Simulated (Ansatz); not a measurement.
# A thicker film of GaP (110) from two thinner ones

In a field along its normal an insulating film takes a dipole p. Written as a length, p/(ε₀AE), it should grow by 1 − 1/ε for each ångström added.

**Method.** Ansatz 0.2.0, plane waves with PAW datasets (its set soft_2), PBE; zincblende films relaxed at a bulk in-plane lattice constant near the measured one, then held in weak fields of both signs with a dipole correction (A is the cell's area, E the outer field).

| run | distance between the outer atoms (Å) | p/(ε₀AE) (Å) |
| --- | --- | --- |
| 5 units | 8.260 | 9.588 |
| 8 units | 14.147 | 14.925 |
| 12 units | 21.973 | ? |

Q: Estimate the withheld value from the rows shown.

Two rows fix a line: slope = (14.925 − 9.588) / (14.147 − 8.260) = 0.9066, intercept 2.0994. That slope means ε = 1/(1 − 0.9066) = 10.71. At 21.973 it gives 0.9066 × 21.973 + 2.0994 = 22.020 Å, beyond the rows fitted. Rounding of the rows alone allows about ±0.003 Å there; two rows can't show whether the line holds.

The run itself gives 22.018 Å: a miss of −0.002 Å, or 0.0 % of the value. The length is met to within 1 %, though ε is more sensitive than the length: the two thickest films give ε = 10.68.

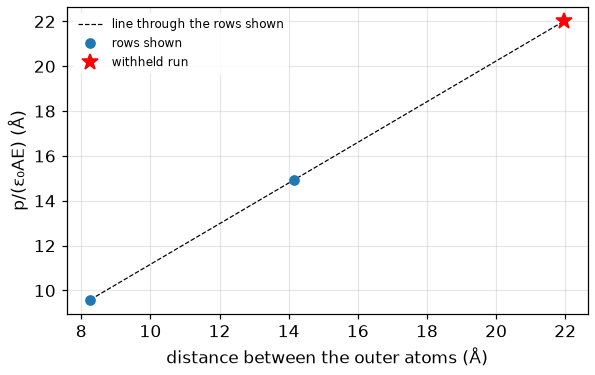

The fit and the withheld run.

Caveats: This is the electronic response alone. A unit is one step of the cut along the normal (a plane, a pair of planes or a cell), and the layers relax along it, away from their bulk spacing where the functional's lattice constant differs from the one held.
